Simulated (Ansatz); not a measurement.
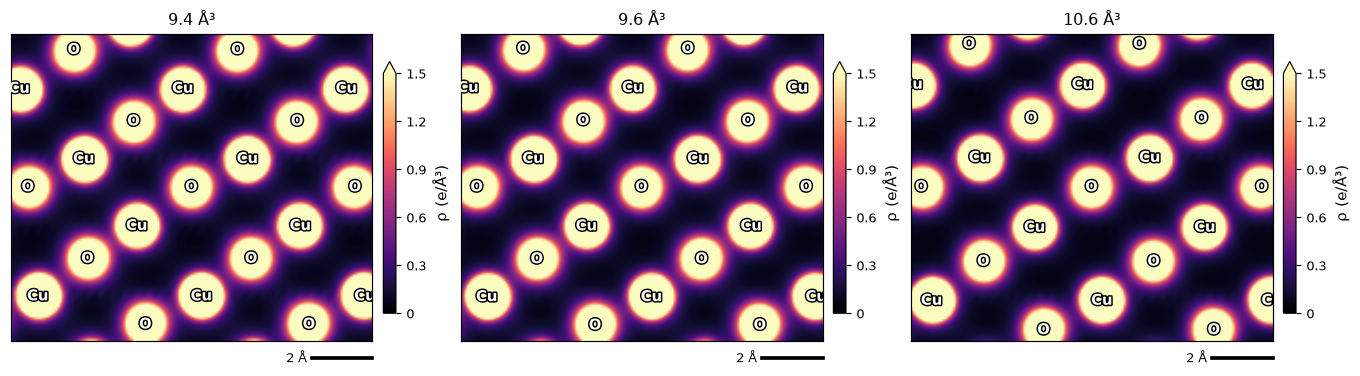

CuO. The valence electron density of cells scaled evenly to different volumes (given per atom above each panel), on the (11̄0) plane of each (indices in the axes of the cell below), at one length scale and on one colour scale.

A structure from a database of computed crystals, not necessarily the ambient phase.

Method: Kohn-Sham DFT of a periodic cell, LDA, Ansatz PAW (Ansatz 0.2.0).

In a PAW calculation such maps are meaningful between the atoms, not at the nuclei.

The largest cell:

```yaml
crystal:
  lattice:
    - [0.19332, -2.21489, -2.08322]
    - [-2.05934, 0.10838, -1.99827]
    - [2.42994, 2.33067, -4.47553]
  atoms:
    - { symbol: Cu, position: [0.45623, 0.53069, 0.48541] }
    - { symbol: Cu, position: [0.97428, 0.98587, 0.02436] }
    - { symbol: O, position: [0.80166, 0.74472, 0.73928] }
    - { symbol: O, position: [0.26782, 0.23873, 0.25095] }
```

| volume (Å³/atom) | Cu–O contact in the plane (Å) | ρ at its midpoint (e/Å³) | pressure (GPa) | 
| --- | --- | --- | --- |
| 9.43 | 1.952 | 0.646 | −9.5 | 
| 9.63 | 1.966 | 0.626 | −12.9 | 
| 9.83 | 1.979 | ? | ? | 
| 10.63 | 2.032 | 0.532 | −24.7 | 

Estimate the missing row, and compare with the calculation.

Over the known rows ln ρ falls by 2.44 per Å of Cu–O distance (a least-squares line), which gives 0.606 e/Å³ at 1.979 Å; the calculation gives 0.606 e/Å³. For the pressure, a straight line in volume between the neighbouring rows gives −15.3 GPa; the calculation gives −15.9, lower because pressure rises ever faster on compression.
